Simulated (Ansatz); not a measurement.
Si65: several calculations on one system

Part 1: Relaxation

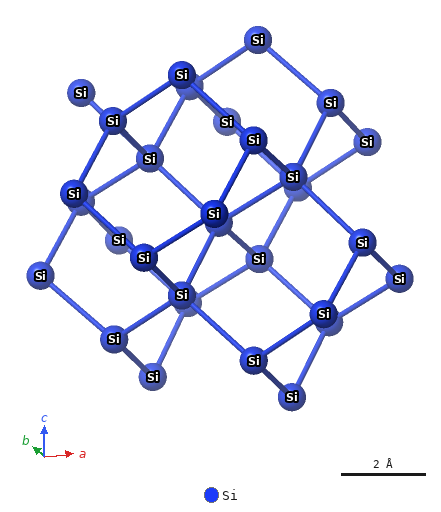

This is the input geometry for a relaxation of a defect cell of composition Si$_{65}$ (cell charge −1). Style: ball-and-stick. Shown: the atoms within 5.0 Å of the atom that moves most (axes of the cell of the calculation (origin shifted)), slightly off an axis.

Computed with DFT, PBEsol, PAW, plane waves (Ansatz 0.2.0).

(plane-wave cutoff 420 eV; k-point mesh 1 × 1 × 1; mesh shifted by (0.25, 0.25, 0.25); collinear spin; atoms relaxed in a fixed cell; force threshold 0.03 eV/Å; at most 80 steps)

```xyz
65
Lattice="10.8656 0.0000 0.0000 0.0000 10.8656 0.0000 0.0000 0.0000 10.8656" Properties=species:S:1:pos:R:3 pbc="T T T"
Si   10.8389   10.8631    0.0064
Si    0.0056    0.0159    5.4247
Si   10.8648    5.4248    0.0044
Si    0.0175    5.4379    5.4104
Si    5.4107    0.0070   10.8572
Si    5.4125    0.0113    5.4458
Si    5.4338    5.4528   10.8443
Si    5.4495    5.4054    5.4348
Si    1.3588    1.3582    1.3371
Si    1.3532    1.3331    6.7879
Si    1.3567    6.7899    1.3550
Si    1.3854    6.7997    6.7928
Si    6.7300    1.3711    1.3507
Si    6.7750    1.3472    6.7521
Si    6.7482    6.7842    1.3389
Si    6.7676    6.7956    6.8030
Si    2.6811    2.7302   10.8600
Si    2.7137    2.7345    5.4568
Si    2.7267    8.1863    0.0397
Si    2.7097    8.1588    5.4032
Si    8.1419    2.7283    0.0040
Si    8.1057    2.7268    5.4320
Si    8.1612    8.1798    0.0044
Si    8.1357    8.1644    5.4336
Si    4.0857    4.0916    1.3798
Si    4.0784    4.0830    6.7685
Si    4.0670    9.5106    1.3693
Si    4.0688    9.5220    6.8081
Si    9.4909    4.0655    1.3367
Si    9.4752    4.0897    6.8116
Si    9.5153    9.4924    1.3445
Si    9.5303    9.4969    6.7961
Si    2.7061   10.8172    2.7231
Si    2.7080    0.0097    8.1268
Si    2.6986    5.4368    2.7516
Si    2.7134    5.4126    8.1423
Si    8.1878   10.8532    2.7282
Si    8.1507   10.8538    8.1409
Si    8.1231    5.4271    2.7240
Si    8.1550    5.4170    8.1286
Si    4.0839    1.3565    4.0662
Si    4.1143    1.3486    9.5264
Si    4.0845    6.8200    4.0760
Si    4.0541    6.7748    9.4906
Si    9.5222    1.3738    4.1099
Si    9.4804    1.3564    9.5536
Si    9.5085    6.8076    4.1153
Si    9.5257    6.8088    9.4750
Si   10.8371    2.7257    2.7022
Si    0.0041    2.7084    8.1382
Si    0.0311    8.1412    2.6884
Si    0.0224    8.1269    8.1445
Si    5.4084    2.7213    2.6977
Si    5.4671    2.6849    8.1602
Si    5.4234    8.1451    2.6984
Si    5.4294    8.1567    8.1445
Si    1.3856    4.0706    4.1249
Si    1.3445    4.0904    9.5249
Si    1.3600    9.4994    4.0666
Si    1.3698    9.5553    9.5548
Si    6.7928    4.0750    4.0450
Si    6.7429    4.0528    9.5504
Si    6.8035    9.5139    4.0699
Si    6.8027    9.5021    9.4856
Si    4.0858    4.0582    4.0812
```

What does the optimiser find from here?

Si13 moves most: 0.20 Å roughly along [2 −1 −1]. The lattice vectors keep their values. Among the contacts that change: Si53–Si65 2.335 → 2.463 Å, Si13–Si37 2.437 → 2.324 Å, Si25–Si53 2.316 → 2.413 Å, Si41–Si53 2.343 → 2.409 Å. Among the angles between lasting bonds that change: Si21–Si13–Si37 106.8° → 113.2°, Si25–Si53–Si65 71.0° → 64.8°, Si25–Si53–Si41 110.7° → 105.8°. The energy falls by 0.920 eV per cell of the calculation in 4 geometry steps. Largest force component: 1.3 eV/Å at the start, 0.022 eV/Å at the end.

The end point in the same view:

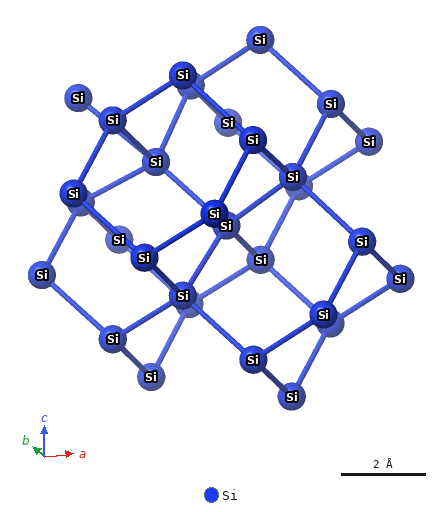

Limits of the set-up: the cell is charged, on a uniform background, and energies carry no finite-size correction.

Part 2: Relaxation

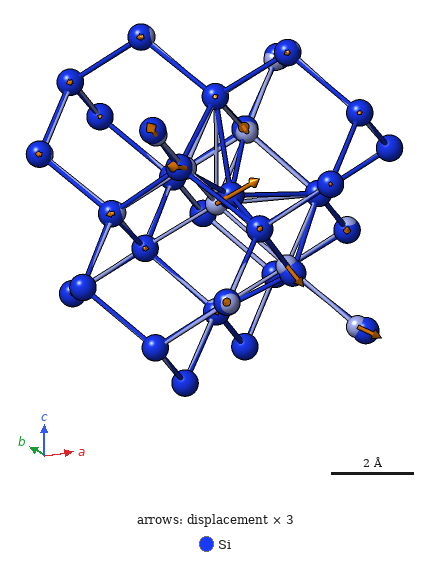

This is a relaxation of a defect cell of composition Si₆₅ (cell charge −2). The starting structure is drawn faded, the final one solid; orange arrows show the displacements, 3 times their true length.

A ball-and-stick model of the atoms within 5.0 Å of the atom that moves most (axes of the cell of the calculation (origin shifted)), seen slightly off an axis.

The calculation used DFT, PBEsol, PAW, plane waves in Ansatz 0.2.0. (plane-wave cutoff 420 eV; k-point mesh 1 × 1 × 1; mesh shifted by (0.25, 0.25, 0.25); collinear spin; atoms relaxed in a fixed cell; force threshold 0.03 eV/Å; at most 80 steps)

Question: Describe the change and its energy.

Answer: The largest move is that of a Si atom, 0.50 Å along [2 −3 2]. The lattice vectors keep their values. Near-neighbour distances that change, for instance: Si–Si 2.365 → 2.820 Å, Si–Si 2.762 → 3.158 Å, Si–Si 2.702 → 3.060 Å, Si–Si 2.702 → 2.395 Å. Among the angles between lasting bonds that change: Si–Si–Si 126.5° → 149.5°, Si–Si–Si 178.4° → 163.2°, Si–Si–Si 179.1° → 164.6°. After 12 accepted moves (13 points after the start) the energy has fallen by 0.997 eV per cell of the calculation. Largest force component: 1.3 eV/Å at the start, 0.029 eV/Å at the end. The line search rejected the trial step at point 2 of the run. The program noted that the starting moments weren't kept.

Limits of the set-up: the cell is charged, on a uniform background, and energies carry no finite-size correction.

Part 3: Defect

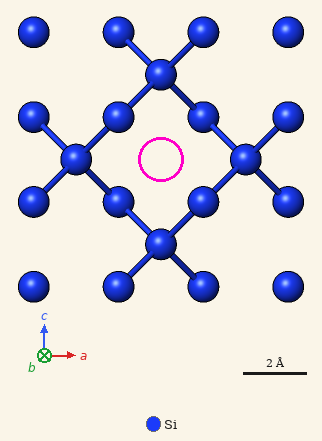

Perfect Si. A ball-and-stick model of the atoms within 6.0 Å of one point, in a slice 5.0 Å thick across the line of sight, seen along the b axis.

These are results of DFT, PBEsol, PAW, plane waves in Ansatz 0.2.0, not measurements. Set-up: plane-wave cutoff 420 eV; k-point mesh 1 × 1 × 1; mesh shifted by (0.25, 0.25, 0.25); no spin polarisation. Fermi-Dirac smearing of 0.01 eV. A uniform background neutralises the charged cell. The axes drawn are those of the host's conventional cell.

An extra silicon atom is put between the host's atoms (an interstitial) at the ringed place, in charge state −2. The supercell has 64 sites, and the atoms are relaxed at the host's cell.

Predict the relaxed surroundings of the defect.

Answer. The Si atom starts with 10 Si at 2.35 to 2.72 Å around its place and ends with 10 Si at 2.47 to 2.77 Å. Of the host's atoms, a silicon atom moves furthest from its site, by 0.18 Å.

The relaxed defect, seen from the same direction:

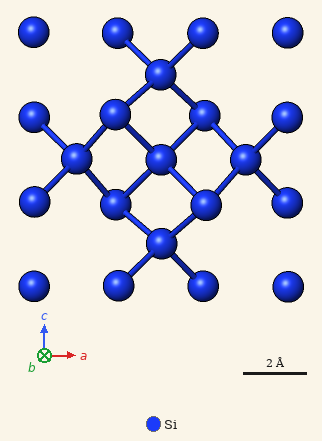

Limits of the set-up: the cell is charged, on a uniform background, and energies carry no finite-size correction.

Part 4: Defect

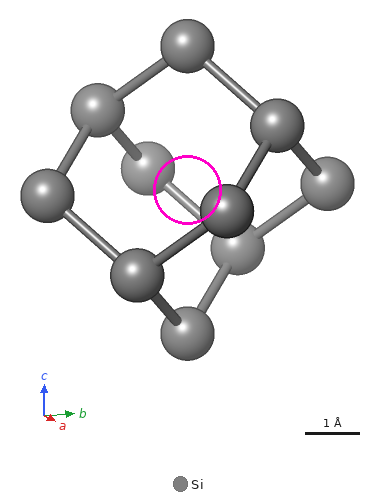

Perfect Si. A ball-and-stick model of the atoms within 3.8 Å of one point, seen slightly off an axis.

Computed with Ansatz 0.2.0, DFT, PBEsol, PAW, plane waves. Set-up: plane-wave cutoff 420 eV; k-point mesh 1 × 1 × 1; mesh shifted by (0.25, 0.25, 0.25); no spin polarisation. Fermi-Dirac smearing of 0.01 eV. The axes drawn are those of the host's conventional cell.

An extra silicon atom is put between the host's atoms (an interstitial) at the ringed place, in charge state 0. The supercell has 64 sites, and the atoms are relaxed at the host's cell.

**Predict the relaxed surroundings of the defect.**

The Si atom starts with 10 Si at 2.35 to 2.72 Å around its place and ends with 7 Si at 2.37 to 2.83 Å. Of the host's atoms, a silicon atom moves furthest from its site, by 0.24 Å. The Si atom itself moves 0.56 Å from where it was put.

The relaxed defect, seen from the same direction:

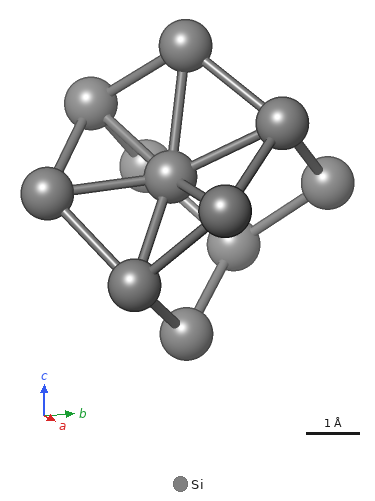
